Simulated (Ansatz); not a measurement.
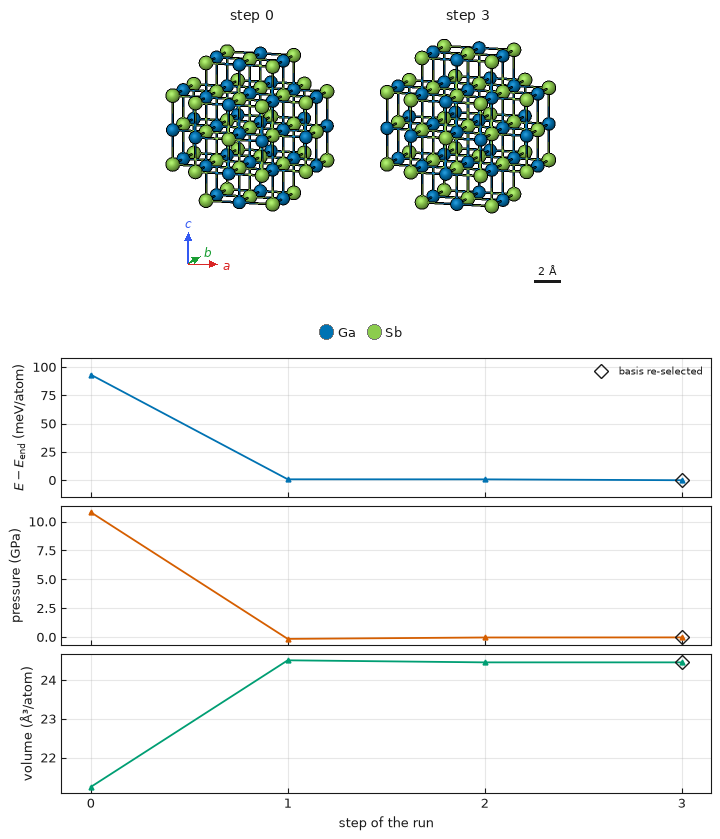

First and last geometry of a relaxation of solid GaSb (built on the rocksalt type), with the history of the run. A ball-and-stick model of the conventional cell (4 times the calculation's cell), seen slightly off an axis. Lengths and directions refer to the drawn axes.

Theory: DFT, PBE, plane waves, PAW in Ansatz. Set-up: plane-wave cutoff 420 eV; k-point mesh 8 × 8 × 8; occupations fermi dirac; smearing width 0.02 eV; no spin polarisation; cell and atoms relaxed; force threshold 0.005 eV/Å.

Q: Read the history and describe the run.

A: It converged. After 2 accepted moves (3 points after the start) the energy has fallen by 93.3 meV per atom. All forces vanish by symmetry, so only the cell relaxes. The pressure goes from 10.82 to −0.03 GPa. At 1 point the geometry stayed and the basis and grid were re-selected for the new cell (energy shift of 0.8 meV per atom at most each time). The atoms keep their places relative to the cell (all moves are under 0.005 Å). The volume changes by +15.1 %, with a = b = c 5.539 → 5.805 Å (+4.8 %). Among the contacts that change: Ga–Sb 2.770 → 2.903 Å. The space group stays Fm-3m (No. 225). The run took 3.9 s on 2 threads of Arm Neoverse V1, on a shared host, peak memory 0.35 GiB.

```tsv
step	E − E(0), meV/atom	pressure, GPa	volume, Å³/atom	note
0	0.00	10.82	21.244	
1	-92.47	-0.16	24.505	
2	-92.52	-0.03	24.452	
3	-93.28	-0.03	24.452	same geometry, new basis
```
